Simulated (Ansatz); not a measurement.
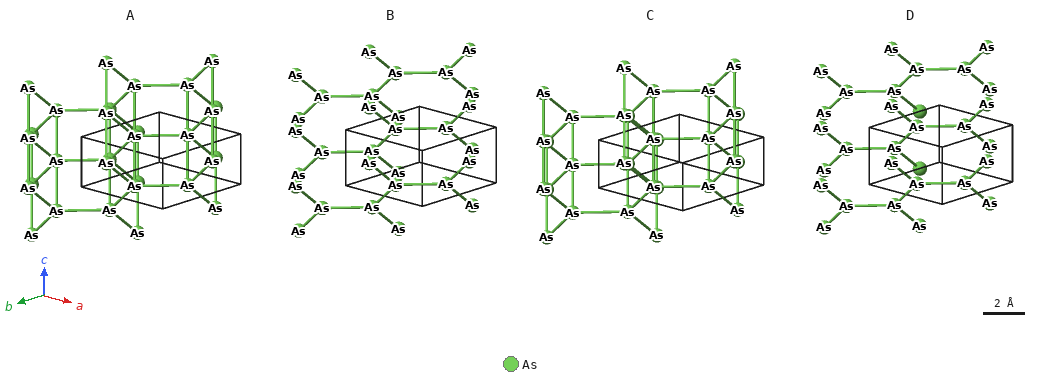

4 geometries from one relaxation of solid As (a generated structure, set up in P6/mmm) (coarse preliminary run), in shuffled order. A ball-and-stick model of the cell of the calculation, repeated 1 × 2 × 2 with one cell outlined, seen from a free direction.

Computed with DFT PBE, scalar-relativistic, plane waves, PAW (Ansatz 0.2.0). Settings: plane-wave cutoff 420 eV; k-point mesh 6 × 6 × 6; occupations gaussian; smearing width 0.1 eV; no spin polarisation; cell and atoms relaxed; force threshold 0.04 eV/Å; at most 70 steps.

Question: Order the frames from highest to lowest energy.

Answer: D, B, A, C. They are steps 0, 1, 3, 10, at +1.008 eV per cell of the calculation, +0.462 eV per cell of the calculation, +0.123 eV per cell of the calculation relative to the last. No atom moves by more than 0.005 Å relative to the cell. The drawn cell changes as follows: a = b 4.055 → 4.672 Å (+15.2 %), c 3.249 → 2.721 Å (−16.3 %); the volume changes by +11.2 %. Among the contacts that change: As–As 3.249 → 2.721 Å, As–As 2.341 → 2.698 Å. The space group stays P6/mmm (No. 191). The energy falls by 1.008 eV per cell of the calculation in 7 accepted moves (10 points after the start). All forces vanish by symmetry, so only the cell relaxes. Pressure: 15.19 GPa at the start and 0.08 GPa at the end. The line search rejected the trial step at point 5 of the run. The SCF was repeated twice at an unchanged geometry on a basis and grid sized afresh for the cell, which shifted the energy by 12.4 meV per cell of the calculation at most.
